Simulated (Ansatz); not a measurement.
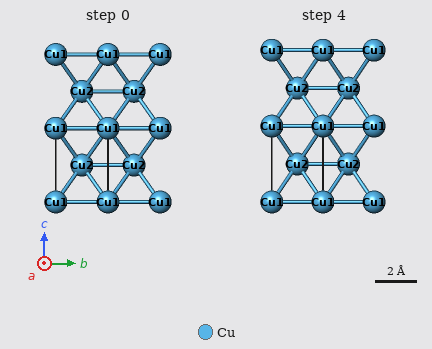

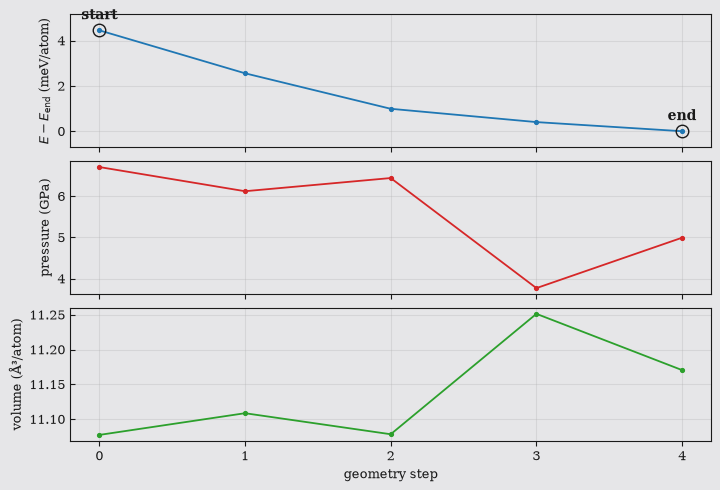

First and last geometry of a relaxation of solid Cu (set up in Immm), with the history of the run. The picture is a ball-and-stick view of the cell of the calculation, repeated 1 × 2 × 2 with one cell outlined, seen along the a axis.

Case: uniaxial strain along a of -6.0 %; b, c and atoms relaxed.

All numbers below come from Ansatz, DFT r2SCAN, scalar-relativistic, plane waves, PAW. (plane-wave cutoff 500 eV; k-point mesh 20 × 20 × 14; occupations gaussian; smearing width 0.1 eV; no spin polarisation; cell relaxed at fixed a, angles; force threshold 0.008 eV/Å; at most 40 steps)

Did the run converge, and what did it change?

The run was cut off at its time limit before the relaxation converged, so the last structure is only a point on the way. The atoms keep their places relative to the cell (all moves are under 0.005 Å). The volume changes by +0.8 %, with a unchanged at 2.377 Å, b 2.567 → 2.516 Å (−2.0 %), c 3.630 → 3.735 Å (+2.9 %). Among the contacts that change: Cu1–Cu1 2.567 → 2.516 Å, Cu1–Cu2 2.521 → 2.546 Å. The space group stays Immm (No. 71). The energy falls by 4.5 meV per atom in 4 geometry steps. All forces vanish by symmetry, so only the cell relaxes. The pressure goes from 6.71 to 4.99 GPa. The run took 5.8 min on 1 thread of Arm Neoverse V1 (shared host), peak memory 0.78 GiB.

```csv
step,"E − E(0), meV/atom","pressure, GPa","volume, Å³/atom"
0,0.00,6.71,11.077
1,-1.90,6.12,11.108
2,-3.46,6.44,11.078
3,-4.05,3.77,11.251
4,-4.45,4.99,11.170
```
